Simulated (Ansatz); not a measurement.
# Geometry relaxation, with input and output: AlGa$_{3}$As$_{4}$ (part 2 of 2)

The same run, continued: AlGa$_{3}$As$_{4}$ (Pmm2, 8 atoms in the cell); DFT, PBE, plane waves, PAW, no spin polarisation (Ansatz 0.2.0); cutoff 420 eV, 6×4×4 k-mesh, Fermi–Dirac smearing of 0.02 eV. The structure was built on a prototype by a generator; it need not be a known phase.

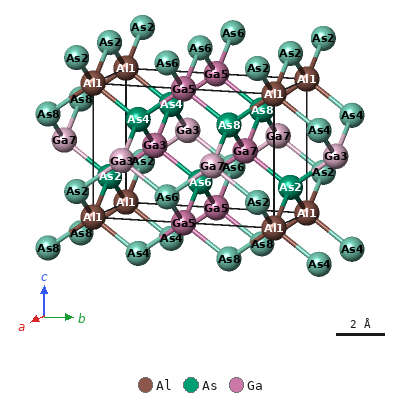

**Figure 1.** The geometry at step 4 of the log (ball-and-stick view of the cell of the calculation, seen slightly off an axis; neighbours outside the cell are drawn fainter; atoms are numbered from 1 in the order of the input).

```
basis re-selected at this cell: Δ(F+E_penalty+E_count) = -4.001e-5 eV, ΔP = +0.000 GPa vs the last step (what re-selecting the basis moved, of the pressure what is left beyond the Pulay correction that the steps carried, after the strain that the cell walked since its last selection, with what the two solves' SCF thresholds leave and, on support functions, any second-order correction that the steps lacked; it is no measure of the basis error at this ecutwfc). This SCF's stress stands 9.60e-3 GPa from its target on what of the cell is left free (relax.cell.stress_tol is 5.00e-2 GPa) and its largest allowed force component is 2.31e-3 eV/Å (relax.f_tol is 5.00e-3 eV/Å): within both
SCF converged after 6 iterations
Free energy (F): -31314.159607 eV
Harris-Foulkes:  -31314.159607 eV  (|F-HF|=1.82e-11)
Internal energy: -31314.159607 eV  (E = F + TS)
E sigma→0 (E₀):  -31314.159607 eV
Entropy (-TS):   -0.000000 eV (-0.000 meV/atom)
Fermi energy:    7.436637 eV
--- Per-component energies (eV) ---
  E_band       = -1263.287016
  E_kinetic    = 780.349201
  E_local      = -14603.106994  (includes V_loc(G=0)·N_el)
  E_nonlocal   = -1396.999318
  E_hartree    = 7393.412304
  E_xc         = -562.018080
  E_vxc        = -517.581330  (∫ρ·V_xc dr)
  E_paw        = -13776.742437  (= ΣΔE_a)
  E_vpaw       = -312.772997  (= ΣTr[D̂ρ^β])
  E_aug_tail   = -0.000325  (compensation charges beyond the density's cutoff)
  E_ewald      = -9149.053957
  E_smearing   = -0.000000  (= −TS)
  E_closure    = -0.000000  (closes the sum)
  Σ components = -31314.159607   (vs F -31314.159607, Δ=0.00e0)
--- Forces (eV/Å), atoms counted from 1 ---
  atom   1  Al     0.00000000    -0.00000000     0.00115213
  atom   2  As    -0.00000000     0.00000000    -0.00038460
  atom   3  Ga     0.00000000    -0.00005114     0.00135337
  atom   4  As    -0.00000000    -0.00061123    -0.00142367
  atom   5  Ga     0.00000000    -0.00000000     0.00168322
  atom   6  As    -0.00000000     0.00000000    -0.00230995
  atom   7  Ga     0.00000000     0.00005114     0.00135337
  atom   8  As    -0.00000000     0.00061123    -0.00142367
  max |Σ_I F_I| component: 2.11e-7 eV/Å
--- Stress (GPa, compression-positive) ---
        0.009601       0.000000      -0.000000
        0.000000      -0.008146      -0.000000
       -0.000000      -0.000000      -0.002104
  P = ⅓ Tr σ = -0.0002 GPa (-0.002 kbar)
--- Band table (eV; the first three rows and the last of 36) ---
  k-point 0: bands = ["-27.8221", "-27.8210", "-27.8204", "-27.8141", "-27.8126", "-27.7576", "-27.7573", "-27.7570", "-27.7569", "-27.7359", "-27.7356", "-27.7355", "-27.7348", "-27.7343", "-27.7341", "-27.6890", "-27.6874", "-27.6667", "-27.6634", "-27.6569", "-7.5357", "-7.4986", "-7.4932", "-7.4495", "-7.4478", "-7.4431", "-7.4379", "-7.4243", "-7.4184", "-7.4066", "-7.3934", "-7.3932", "-7.3881", "-7.3855", "-7.3781", "-5.0612", "-3.6468", "-3.5527", "-2.8664", "0.8328", "1.7296", "2.1696", "4.1036", "4.1079", "4.7388", "4.7480", "6.0441", "6.0966", "7.1468", "7.1545", "7.1554", "7.6973", "8.7020", "8.9700", "9.8785", "10.0882", "11.0028", "11.0053", "11.0094", "12.6768", "12.7633", "12.7953"]
  k-point 1: bands = ["-27.8221", "-27.8210", "-27.8204", "-27.8141", "-27.8126", "-27.7576", "-27.7573", "-27.7570", "-27.7569", "-27.7359", "-27.7356", "-27.7355", "-27.7348", "-27.7343", "-27.7341", "-27.6890", "-27.6874", "-27.6667", "-27.6634", "-27.6569", "-7.5296", "-7.5025", "-7.4927", "-7.4510", "-7.4460", "-7.4456", "-7.4390", "-7.4290", "-7.4239", "-7.4047", "-7.3919", "-7.3918", "-7.3872", "-7.3861", "-7.3780", "-4.8431", "-3.6006", "-3.5237", "-3.3542", "1.2320", "1.3548", "1.8571", "4.9723", "4.9729", "5.0151", "5.0478", "5.3749", "6.0703", "6.1373", "6.5837", "6.5878", "8.7104", "9.1897", "9.2158", "9.4924", "9.8827", "10.3820", "11.6866", "11.7374", "11.8510", "11.9025", "12.1341"]
  k-point 2: bands = ["-27.8221", "-27.8210", "-27.8204", "-27.8141", "-27.8126", "-27.7576", "-27.7573", "-27.7569", "-27.7569", "-27.7359", "-27.7356", "-27.7355", "-27.7348", "-27.7343", "-27.7341", "-27.6890", "-27.6873", "-27.6667", "-27.6634", "-27.6569", "-7.5187", "-7.5108", "-7.4922", "-7.4591", "-7.4403", "-7.4400", "-7.4395", "-7.4367", "-7.4321", "-7.4026", "-7.3908", "-7.3905", "-7.3871", "-7.3864", "-7.3778", "-4.2836", "-4.1709", "-3.5519", "-3.4453", "0.8729", "1.1359", "3.1183", "3.5728", "5.5834", "5.6015", "5.6907", "5.6966", "6.1255", "6.1436", "6.1797", "6.1862", "8.0813", "8.4367", "9.1835", "9.4862", "10.4299", "10.4835", "11.7020", "11.7245", "11.8321", "11.8799", "13.5334"]
  k-point 35: bands = ["-27.8221", "-27.8207", "-27.8202", "-27.8136", "-27.8129", "-27.7573", "-27.7573", "-27.7567", "-27.7566", "-27.7355", "-27.7355", "-27.7351", "-27.7349", "-27.7345", "-27.7345", "-27.6890", "-27.6872", "-27.6669", "-27.6638", "-27.6559", "-7.5285", "-7.5170", "-7.5038", "-7.4772", "-7.4335", "-7.4326", "-7.4310", "-7.4295", "-7.4240", "-7.3981", "-7.3962", "-7.3919", "-7.3898", "-7.3859", "-7.3796", "-3.2789", "-3.2279", "-3.2016", "-3.1318", "0.9841", "0.9900", "1.0004", "1.7337", "4.1708", "4.1744", "4.2018", "4.3455", "5.3976", "5.4135", "5.4578", "5.4726", "9.9933", "10.1410", "10.1579", "10.6700", "11.2481", "11.2783", "11.3743", "11.4443", "13.3831", "13.4259", "13.4272"]
--- Relaxed structure (5 steps of the walk, 5 accepted, 2 SCFs on fresh bases) ---
  F+E_penalty+E_count = -31314.15960723 eV   max|allowed force component| = 2.310e-3 eV/Å   (the final SCF, on the basis selected at the relaxed cell)
  cell:  # Å, volume = 189.2011 Å³
    - [4.063492933229355, 0.0, 0.0]
    - [0.0, 8.121692891054826, 0.0]
    - [0.0, 0.0, 5.732942208295645]
  atoms:
    - { symbol: Al, position: [2.72176623005793e-36, 1.751106482760016e-21, 0.0007493483479748384] }
    - { symbol: As, position: [0.5, 1.751106482760016e-21, 0.24847103808953766] }
    - { symbol: Ga, position: [0.5, 0.2500316559224132, 0.5000598815589263] }
    - { symbol: As, position: [2.72176623005793e-36, 0.24927267510386372, 0.7506776818313919] }
    - { symbol: Ga, position: [2.72176623005793e-36, 0.5000000000000001, -0.0004859157329812788] }
    - { symbol: As, position: [0.5, 0.5000000000000001, 0.249790402514832] }
    - { symbol: Ga, position: [0.5, 0.7499683440775871, 0.5000598815589263] }
    - { symbol: As, position: [2.72176623005793e-36, 0.7507273248961365, 0.7506776818313919] }
```

File rho_z.tsv
```
# z_ang	rho[e/angstrom^3]
# format = ansatz-planar-average/11
# lattice	4.063492933	0.000000000	0.000000000
# lattice	0.000000000	8.121692891	0.000000000
# lattice	0.000000000	0.000000000	5.732942208
# sites	8
# site	13	0.000000000	0.000000000	0.004295971
# site	33	2.031746467	0.000000000	1.424470102
# site	31	2.031746467	2.030680322	2.866814402
# site	33	0.000000000	2.024516113	4.303591767
# site	31	0.000000000	4.060846446	-0.002785727
# site	33	2.031746467	4.060846446	1.432033942
# site	31	2.031746467	6.091012569	2.866814402
# site	33	0.000000000	6.097176778	4.303591767
0.000000	6.130869e-1
0.143324	5.221882e-1
0.286647	3.566085e-1
0.429971	2.491387e-1
0.573294	2.172680e-1
0.716618	2.335259e-1
0.859941	3.015157e-1
1.003265	4.572073e-1
1.146588	7.128729e-1
1.289912	9.811009e-1
1.433236	1.094007e0
1.576559	9.656420e-1
1.719883	6.936944e-1
1.863206	4.455892e-1
2.006530	3.021741e-1
2.149853	2.494643e-1
2.293177	2.590277e-1
2.436500	3.508215e-1
2.579824	5.872538e-1
2.723148	9.298754e-1
2.866471	1.110103e0
3.009795	9.314930e-1
3.153118	5.889486e-1
3.296442	3.518255e-1
3.439765	2.595981e-1
3.583089	2.500146e-1
3.726412	3.030831e-1
3.869736	4.472150e-1
4.013060	6.959300e-1
4.156383	9.674627e-1
4.299707	1.094128e0
4.443030	9.794157e-1
4.586354	7.106066e-1
4.729677	4.555753e-1
4.873001	3.008558e-1
5.016324	2.336939e-1
5.159648	2.184480e-1
5.302972	2.524462e-1
5.446295	3.629686e-1
5.589619	5.284835e-1
```

File v_z.tsv
```
# z_ang	v_es[eV]	v_tot[eV]
# format = ansatz-planar-average/11
# xc	pbe
# density_cutoff_ev	1680
# datasets	Al=:simpson_from_first_knot:soft	As=:simpson_from_first_knot:soft	Ga=:simpson_from_first_knot:soft
# lattice	4.063492933	0.000000000	0.000000000
# lattice	0.000000000	8.121692891	0.000000000
# lattice	0.000000000	0.000000000	5.732942208
# sites	8
# site	13	0.000000000	0.000000000	0.004295971
# site	33	2.031746467	0.000000000	1.424470102
# site	31	2.031746467	2.030680322	2.866814402
# site	33	0.000000000	2.024516113	4.303591767
# site	31	0.000000000	4.060846446	-0.002785727
# site	33	2.031746467	4.060846446	1.432033942
# site	31	2.031746467	6.091012569	2.866814402
# site	33	0.000000000	6.097176778	4.303591767
0.000000	5.476753e0	-3.365752e0
0.143324	5.464608e0	-3.366787e0
0.286647	5.431557e0	-3.365094e0
0.429971	5.320014e0	-3.423909e0
0.573294	5.098533e0	-3.614545e0
0.716618	5.015849e0	-3.753570e0
0.859941	5.304787e0	-3.616840e0
1.003265	5.863587e0	-3.244225e0
1.146588	6.474604e0	-2.793771e0
1.289912	6.961944e0	-2.405868e0
1.433236	7.152857e0	-2.244693e0
1.576559	6.978996e0	-2.383601e0
1.719883	6.517985e0	-2.743493e0
1.863206	5.946992e0	-3.167282e0
2.006530	5.416777e0	-3.557273e0
2.149853	5.122575e0	-3.780344e0
2.293177	5.146893e0	-3.771358e0
2.436500	5.237937e0	-3.744925e0
2.579824	5.198301e0	-3.853206e0
2.723148	5.124666e0	-3.973261e0
2.866471	5.098871e0	-4.015260e0
3.009795	5.122630e0	-3.977170e0
3.153118	5.194009e0	-3.861196e0
3.296442	5.230316e0	-3.757778e0
3.439765	5.136111e0	-3.788159e0
3.583089	5.112110e0	-3.796668e0
3.726412	5.410434e0	-3.569079e0
3.869736	5.946059e0	-3.172688e0
4.013060	6.520711e0	-2.743599e0
4.156383	6.983208e0	-2.380415e0
4.299707	7.157386e0	-2.239571e0
4.443030	6.966753e0	-2.398905e0
4.586354	6.481060e0	-2.784062e0
4.729677	5.873684e0	-3.230658e0
4.873001	5.319312e0	-3.600491e0
5.016324	5.033193e0	-3.735150e0
5.159648	5.113072e0	-3.596353e0
5.302972	5.327301e0	-3.411560e0
5.446295	5.433478e0	-3.359434e0
5.589619	5.465000e0	-3.364534e0
```

Trajectory as extended XYZ (Å, eV, eV/Å), 7 frames, from step=1 to step=7
```
8
Lattice="3.8697 0.0000 0.0000 0.0000 7.7394 0.0000 0.0000 0.0000 5.4726" Properties=species:S:1:pos:R:3:forces:R:3 step=1 energy=-31313.29531 pressure_GPa=12.48
Al    0.0000    0.0000    0.0000    0.0000   0.0000   0.0280
As    1.9349    0.0000    1.3681    0.0000   0.0000  -0.1018
Ga    1.9349    1.9349    2.7363    0.0000   0.0320   0.0014
As    0.0000    1.9349    4.1044    0.0000  -0.0400   0.0463
Ga    0.0000    3.8697    0.0000    0.0000   0.0000  -0.0055
As    1.9349    3.8697    1.3681    0.0000   0.0000  -0.0160
Ga    1.9349    5.8046    2.7363    0.0000  -0.0320   0.0014
As    0.0000    5.8046    4.1044    0.0000   0.0400   0.0463
8
Lattice="4.0217 0.0000 0.0000 0.0000 8.0338 0.0000 0.0000 0.0000 5.6707" Properties=species:S:1:pos:R:3:forces:R:3 step=2 energy=-31314.11468 pressure_GPa=2.14
Al    0.0000    0.0000    0.0040    0.0000   0.0000   0.0095
As    2.0109    0.0000    1.4128    0.0000   0.0000  -0.0325
Ga    2.0109    2.0097    2.8359    0.0000   0.0071   0.0003
As    0.0000    2.0045    4.2554    0.0000  -0.0106   0.0096
Ga    0.0000    4.0169   -0.0016    0.0000   0.0000  -0.0132
As    2.0109    4.0169    1.4141    0.0000   0.0000   0.0164
Ga    2.0109    6.0241    2.8359    0.0000  -0.0071   0.0003
As    0.0000    6.0293    4.2554    0.0000   0.0106   0.0096
8
Lattice="4.0528 0.0000 0.0000 0.0000 8.1014 0.0000 0.0000 0.0000 5.7200" Properties=species:S:1:pos:R:3:forces:R:3 step=3 energy=-31314.15013 pressure_GPa=0.43
Al    0.0000    0.0000    0.0040    0.0000   0.0000   0.0029
As    2.0264    0.0000    1.4223    0.0000   0.0000  -0.0086
Ga    2.0264    2.0256    2.8603    0.0000   0.0026   0.0017
As    0.0000    2.0201    4.2936    0.0000  -0.0053   0.0011
Ga    0.0000    4.0507   -0.0027    0.0000   0.0000   0.0015
As    2.0264    4.0507    1.4286    0.0000   0.0000  -0.0014
Ga    2.0264    6.0757    2.8603    0.0000  -0.0026   0.0017
As    0.0000    6.0813    4.2936    0.0000   0.0053   0.0011
8
Lattice="4.0634 0.0000 0.0000 0.0000 8.1171 0.0000 0.0000 0.0000 5.7304" Properties=species:S:1:pos:R:3:forces:R:3 step=4 energy=-31314.15157 pressure_GPa=0.02
Al    0.0000    0.0000    0.0050    0.0000   0.0000  -0.0019
As    2.0317    0.0000    1.4239    0.0000   0.0000  -0.0003
Ga    2.0317    2.0297    2.8659    0.0000   0.0004  -0.0018
As    0.0000    2.0232    4.3013    0.0000   0.0004   0.0021
Ga    0.0000    4.0585   -0.0027    0.0000   0.0000  -0.0020
As    2.0317    4.0585    1.4306    0.0000   0.0000   0.0035
Ga    2.0317    6.0874    2.8659    0.0000  -0.0004  -0.0018
As    0.0000    6.0939    4.3013    0.0000  -0.0004   0.0021
8
Lattice="4.0634 0.0000 0.0000 0.0000 8.1171 0.0000 0.0000 0.0000 5.7304" Properties=species:S:1:pos:R:3:forces:R:3 step=5 energy=-31314.15957 pressure_GPa=0.06
Al    0.0000    0.0000    0.0050    0.0000   0.0000  -0.0019
As    2.0317    0.0000    1.4239    0.0000   0.0000  -0.0003
Ga    2.0317    2.0297    2.8659    0.0000   0.0005  -0.0018
As    0.0000    2.0232    4.3013    0.0000   0.0005   0.0021
Ga    0.0000    4.0585   -0.0027    0.0000   0.0000  -0.0020
As    2.0317    4.0585    1.4306    0.0000   0.0000   0.0035
Ga    2.0317    6.0874    2.8659    0.0000  -0.0005  -0.0018
As    0.0000    6.0939    4.3013    0.0000  -0.0005   0.0021
8
Lattice="4.0635 0.0000 0.0000 0.0000 8.1217 0.0000 0.0000 0.0000 5.7329" Properties=species:S:1:pos:R:3:forces:R:3 step=6 energy=-31314.15957 pressure_GPa=-0.00
Al    0.0000    0.0000    0.0043    0.0000   0.0000   0.0012
As    2.0317    0.0000    1.4245    0.0000   0.0000  -0.0004
Ga    2.0317    2.0307    2.8668    0.0000  -0.0001   0.0014
As    0.0000    2.0245    4.3036    0.0000  -0.0006  -0.0014
Ga    0.0000    4.0608   -0.0028    0.0000   0.0000   0.0017
As    2.0317    4.0608    1.4320    0.0000   0.0000  -0.0023
Ga    2.0317    6.0910    2.8668    0.0000   0.0001   0.0014
As    0.0000    6.0972    4.3036    0.0000   0.0006  -0.0014
8
Lattice="4.0635 0.0000 0.0000 0.0000 8.1217 0.0000 0.0000 0.0000 5.7329" Properties=species:S:1:pos:R:3:forces:R:3 step=7 energy=-31314.15961 pressure_GPa=-0.00
Al    0.0000    0.0000    0.0043    0.0000   0.0000   0.0012
As    2.0317    0.0000    1.4245    0.0000   0.0000  -0.0004
Ga    2.0317    2.0307    2.8668    0.0000  -0.0001   0.0014
As    0.0000    2.0245    4.3036    0.0000  -0.0006  -0.0014
Ga    0.0000    4.0608   -0.0028    0.0000   0.0000   0.0017
As    2.0317    4.0608    1.4320    0.0000   0.0000  -0.0023
Ga    2.0317    6.0910    2.8668    0.0000   0.0001   0.0014
As    0.0000    6.0972    4.3036    0.0000   0.0006  -0.0014
```

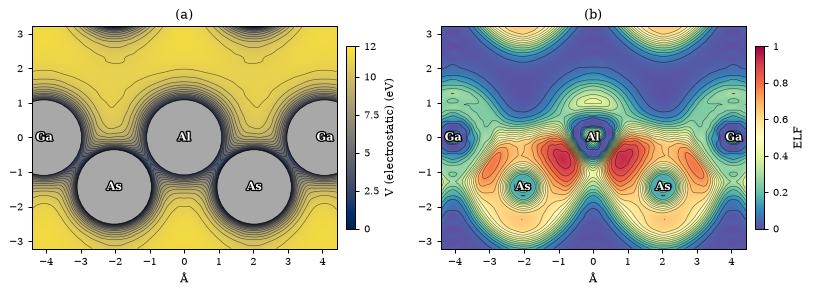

**Figure 2.** (a) electrostatic potential (local pseudopotential plus Hartree) felt by an electron; (b) electron localisation function on the (100) plane of the conventional cell. Grey discs, where drawn, cover atomic cores. Atoms in the plane: Al, As and Ga. Al–As (2.48 Å): the ELF peaks at about 0.95 between the atoms (localised, shared-pair bonding). Outside the cores the potential energy rises away from the atoms and is highest about 2.5 Å from the nearest atoms; outside the discs it spans about 10 eV, and its zero is arbitrary. The fields are those of the smooth PAW valence density.

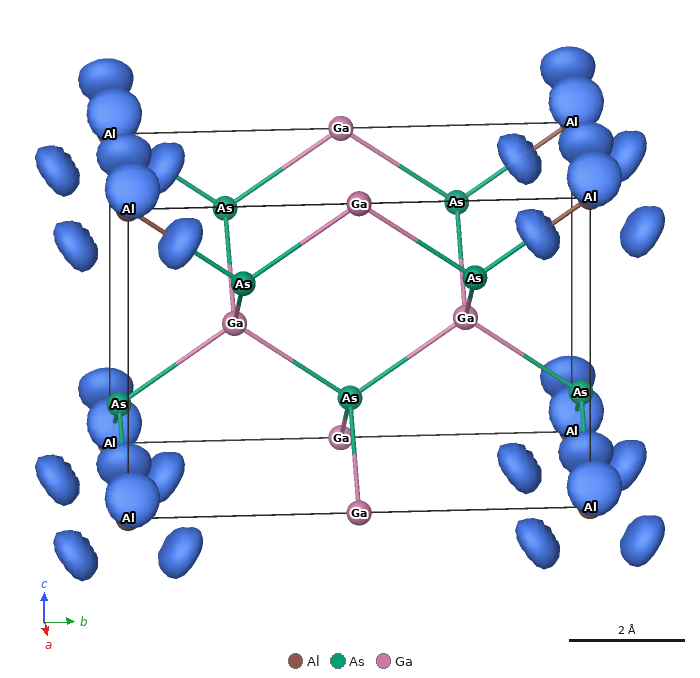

**Figure 3.** Isosurface of the ELF at 0.85 (blue), seen at an oblique angle. Only the valence region is drawn (cores and ρ < 0.01 e/Å³ removed). Sticks mark near contacts. The outline is the cell set on symmetry axes. Values along the shortest contacts: Al–As (2.48 Å): the ELF peaks at about 0.95 between the atoms, which marks a covalent bond. Ga–As (2.49 Å): the ELF peaks at about 0.80 between the atoms, which marks localised, shared-pair bonding.

The run was set up as follows.

Input
```yaml
crystal:
  lattice:
    - [3.8697038956, 0.0, 0.0]
    - [0.0, 7.7394077913, 0.0]
    - [0.0, 0.0, 5.4725877316]
  atoms:
    - { symbol: Al, position: [0.0, 0.0, 0.0] }
    - { symbol: As, position: [0.5, 0.0, 0.25] }
    - { symbol: Ga, position: [0.5, 0.25, 0.5] }
    - { symbol: As, position: [0.0, 0.25, 0.75] }
    - { symbol: Ga, position: [0.0, 0.5, 0.0] }
    - { symbol: As, position: [0.5, 0.5, 0.25] }
    - { symbol: Ga, position: [0.5, 0.75, 0.5] }
    - { symbol: As, position: [0.0, 0.75, 0.75] }
kpoints:
  mp_grid: { grid: [6, 4, 4] }
hamiltonian:
  xc: pbe
scf:
  occupations: { method: fermi_dirac, width: 0.02 }
relax:
  f_tol: 0.005
  cell: {}
output:
  write_density: true
  write_potential: true
  elf: true
  volumetric_format: npy
```

Launched with:
```bash
ansatz run input.yaml --threads 4 --pin off --max-ram 6451MiB --backend cpu --events-out ev --progress --plain --runs-dir out
```

Results in brief

```tsv
quantity	value
outcome	converged
space group (tolerance 0.01 Å)	Pmm2 (25)
electrons treated	102
free energy	−31314.1596 eV
Fermi energy	7.437 eV
band gap	0.54 eV
pressure	0.00 GPa
final volume	189.20 Å³
largest force (length of the vector) at the end	0.002 eV/Å
final cell	a = 4.063 Å, b = 8.122 Å, c = 5.733 Å, α = 90.00°, β = 90.00°, γ = 90.00°
hardware	4 threads of Intel Xeon @ 2.50GHz (Skylake/Cascade Lake), 189 GiB of memory available, shared host
wall time	2 min (CPU time 7.3 min)
peak memory	0.8 GiB
```
